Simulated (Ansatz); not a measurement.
SiNi$_{2}$: several calculations on one system

**1. Relaxation**

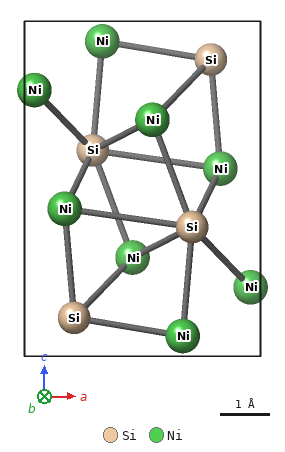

Starting structure of a crystal of SiNi2 (set up in Pnma). Style: ball-and-stick. Shown: the cell of the calculation, along the b axis.

Case: volume × 0.97, shape and atoms relaxed.

The calculation used DFT r2SCAN, scalar-relativistic, plane waves, PAW in Ansatz 0.2.0.

The input:
```yaml
crystal:
  lattice:
    - [4.8897069601, 0.0, 0.0]
    - [0.0, 3.657770186, 0.0]
    - [0.0, 0.0, 6.9364618753]
  atoms:
    - { symbol: Si, position: [0.2895154919, 0.75, 0.6144370487] }
    - { symbol: Si, position: [0.7104845081, 0.25, 0.3855629513] }
    - { symbol: Si, position: [0.2104845081, 0.25, 0.1144370487] }
    - { symbol: Si, position: [0.7895154919, 0.75, 0.8855629513] }
    - { symbol: Ni, position: [0.9578826582, 0.75, 0.205554906] }
    - { symbol: Ni, position: [0.0421173418, 0.25, 0.794445094] }
    - { symbol: Ni, position: [0.5421173418, 0.25, 0.705554906] }
    - { symbol: Ni, position: [0.4578826582, 0.75, 0.294445094] }
    - { symbol: Ni, position: [0.8295966257, 0.75, 0.5600522281] }
    - { symbol: Ni, position: [0.1704033743, 0.25, 0.4399477719] }
    - { symbol: Ni, position: [0.6704033743, 0.25, 0.0600522281] }
    - { symbol: Ni, position: [0.3295966257, 0.75, 0.9399477719] }
basis:
  ecutwfc: 500
kpoints:
  mp_grid: { grid: [8, 10, 6] }
hamiltonian:
  xc: r2scan
scf:
  occupations: { method: gaussian, width: 0.1 }
output:
  forces: true
  stress: true
  eigenvalues: true
relax:
  adjacent_minimum: "off"
  f_tol: 0.01
  max_steps: 30
  cell: { stress_tol: 0.1, fix: [volume] }
```

Run as
```bash
ansatz run input.yaml --threads 4 --pin off --max-ram 10240MiB --backend cpu --events-out ev --progress --plain --runs-dir out
```

Q: What does the optimiser find from here?

A: The energy falls by 0.6 meV per atom in 4 accepted moves (5 points after the start). Largest force component: 0.067 eV/Å at the start, 0.0013 eV/Å at the end. The pressure goes from 7.43 to 6.88 GPa. At 1 point the geometry stayed and the basis and grid were re-selected for the new cell (energy shift of less than 0.05 meV per atom at most each time). The largest moves relative to the cell, 0.022 Å, are those of Si1, Si2, Si3 and Si4. Si4 goes along [3 0 1]. Largest moves by element: Si 0.022 Å, Ni 0.019 Å. The drawn cell changes at constant volume: a 4.890 → 4.861 Å (−0.6 %), b 3.658 → 3.670 Å (+0.3 %), c 6.936 → 6.954 Å (+0.2 %). Near-neighbour distances that change, for instance: Si1–Ni9 2.668 → 2.626 Å, Si1–Ni9 (another image) 2.280 → 2.291 Å, Si1–Ni10 2.269 → 2.275 Å, Si1–Ni6 2.523 → 2.528 Å. The space group stays Pnma (No. 62).

Limits of the set-up: an element that often carries a moment was run without spin polarisation.

**2. Relaxation**

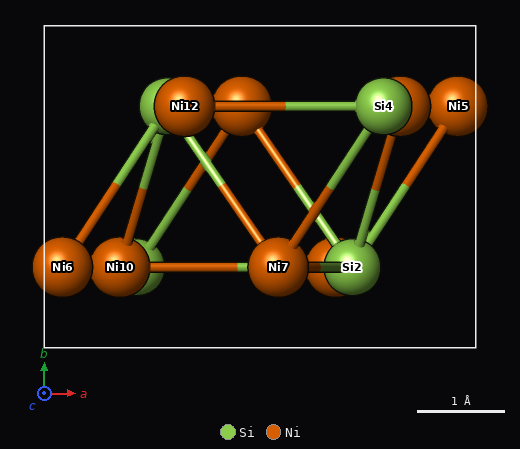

A crystal of SiNi2 (set up in Pnma), before the relaxation. The picture is a ball-and-stick view of the cell of the calculation, seen along the c axis.

Method: DFT r2SCAN, scalar-relativistic, plane waves, PAW (Ansatz).

Input file:
```yaml
crystal:
  lattice:
    - [4.99, 0.0, 0.0]
    - [0.0, 3.72, 0.0]
    - [0.0, 0.0, 7.03]
  atoms:
    - { symbol: Si, position: [0.286, 0.75, 0.614] }
    - { symbol: Si, position: [0.714, 0.25, 0.386] }
    - { symbol: Si, position: [0.214, 0.25, 0.114] }
    - { symbol: Si, position: [0.786, 0.75, 0.886] }
    - { symbol: Ni, position: [0.958, 0.75, 0.203] }
    - { symbol: Ni, position: [0.042, 0.25, 0.797] }
    - { symbol: Ni, position: [0.542, 0.25, 0.703] }
    - { symbol: Ni, position: [0.458, 0.75, 0.297] }
    - { symbol: Ni, position: [0.825, 0.75, 0.563] }
    - { symbol: Ni, position: [0.175, 0.25, 0.437] }
    - { symbol: Ni, position: [0.675, 0.25, 0.063] }
    - { symbol: Ni, position: [0.325, 0.75, 0.937] }
basis:
  ecutwfc: 500
kpoints:
  mp_grid: { grid: [8, 10, 6] }
hamiltonian:
  xc: r2scan
scf:
  occupations: { method: gaussian, width: 0.1 }
output:
  forces: true
  stress: true
  eigenvalues: true
  write_density: true
  write_potential: true
  elf: true
  volumetric_format: npy
relax:
  adjacent_minimum: "off"
  f_tol: 0.005
  max_steps: 80
  cell: { stress_tol: 0.05 }
```

Launched with:
```bash
ansatz run input.yaml --threads 4 --pin off --max-ram 10240MiB --backend cpu --events-out ev --progress --plain --runs-dir out
```

**Predict the outcome.**

The largest moves relative to the cell, 0.031 Å, are those of Ni9, Ni10, Ni11 and Ni12. Ni10 goes along [−3 0 2]. Largest moves by element: Ni 0.031 Å, Si 0.018 Å. The volume changes by −2.0 %, with a 4.990 → 4.940 Å (−1.0 %), b 3.720 → 3.695 Å (−0.7 %), c 7.030 → 7.007 Å (−0.3 %). Near-neighbour distances that change, for instance: Si1–Ni9 2.328 → 2.304 Å, Si1–Ni7 2.342 → 2.319 Å, Si1–Ni6 2.568 → 2.549 Å, Si1–Ni9 (another image) 2.713 → 2.695 Å. The space group stays Pnma (No. 62). After 4 accepted moves (5 points after the start) the energy has fallen by 5.0 meV per atom. The largest force component goes from 0.27 to 0.0018 eV/Å. The pressure goes from −3.94 to −0.02 GPa. The SCF was repeated once at an unchanged geometry on a basis and grid sized afresh for the cell, which shifted the energy by 0.2 meV per atom at most.

After the run, drawn alike:

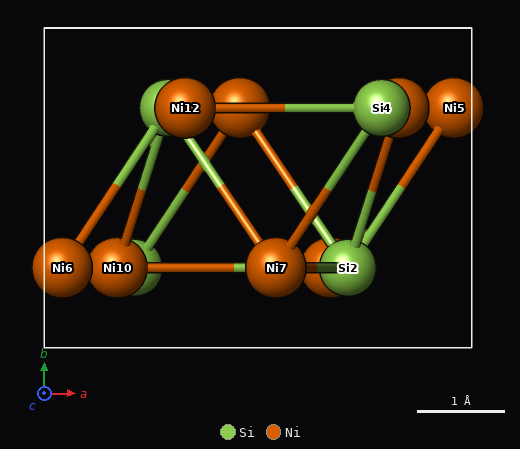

Limits of the set-up: an element that often carries a moment was run without spin polarisation.

**3. A change**

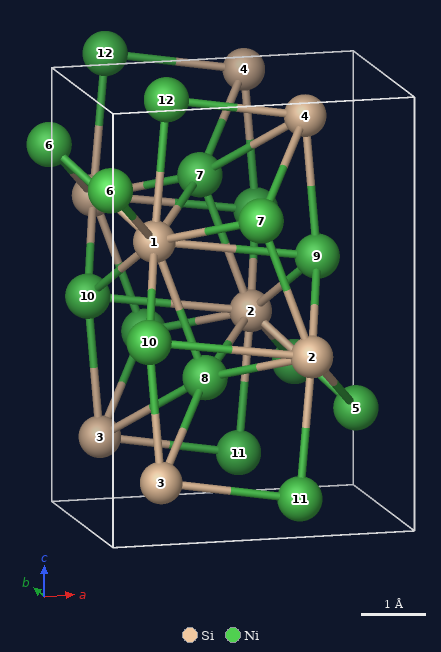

Reference structure: crystalline SiNi2 (set up in Pnma). A ball-and-stick model of the cell of the calculation, repeated 1 × 2 × 1 with one cell outlined, seen slightly off an axis.

Level of theory: Ansatz, DFT r2SCAN, scalar-relativistic, plane waves, PAW. Settings: plane-wave cutoff 500 eV; k-point mesh 8 × 10 × 6; occupations gaussian; smearing width 0.1 eV; no spin polarisation.

Now this is done to it. The volume is changed by −3.0 %. The cell's shape and the atoms are relaxed at that volume.

The input:

The input is the one shown above.

### What does the calculation give for the changed structure?

The energy rises by 6.7 meV per atom. Pressure: 0.0 GPa before, 6.9 GPa after. The drawn cell changes as follows: a 4.940 → 4.861 Å (−1.6 %), b 3.695 → 3.670 Å (−0.7 %), c 7.007 → 6.954 Å (−0.8 %); the volume changes by −3.0 %. The largest moves relative to the cell, 0.022 Å, are those of Si1, Si2, Si3 and Si4. Si2 goes along [−3 0 1]. Largest moves by element: Si 0.022 Å, Ni 0.019 Å. Among the bonded contacts that change: Ni–Si 2.695 → 2.626 Å, Ni–Si 2.319 → 2.297 Å, Ni–Si 2.549 → 2.528 Å, Ni–Si 2.392 → 2.371 Å. The space group stays Pnma (No. 62).

The changed structure in the same view:

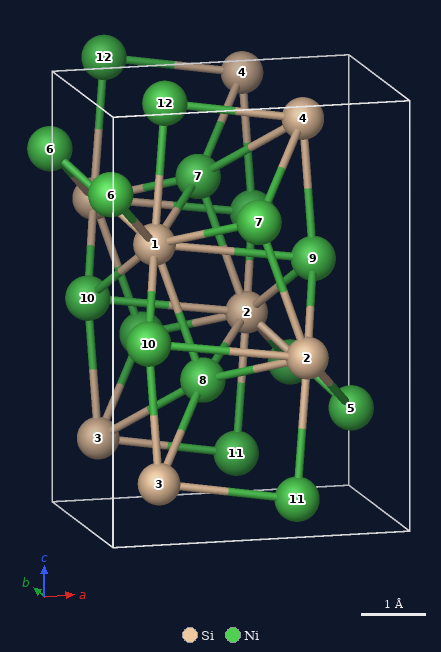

Limits of the set-up: an element that often carries a moment was run without spin polarisation.
